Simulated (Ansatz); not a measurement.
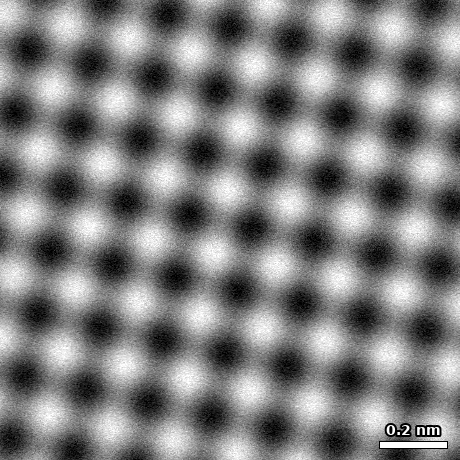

Phase-contrast TEM-like image of Ni (Im-3m, No. 229) along [001]. Simulated in the weak-phase-object approximation with neutral-atom potentials: 300 kV, Cs = 0.60 mm, defocus −412 Å (negative is underfocus), defocus spread 30 Å, aperture 0.58 1/Å. Shot noise and a slight drift were added. Structure used: a calculation's starting geometry; the starting structure was generated, so it need not be a known form of this composition.

Question: Do the atom columns appear dark or bright, and why?

Answer: Dark. With positive Cs and underfocus sin χ is negative over the pass band, so the strongest columns (Ni) come out darker than the background.

Question: What point resolution do these settings give, and which lattice spacings pass?

Answer: About 1.7 Å (0.66 |Cs|^(1/4) λ^(3/4) with λ = 0.0197 Å). The spacings that carry visible contrast are {110} at 1.95 Å.
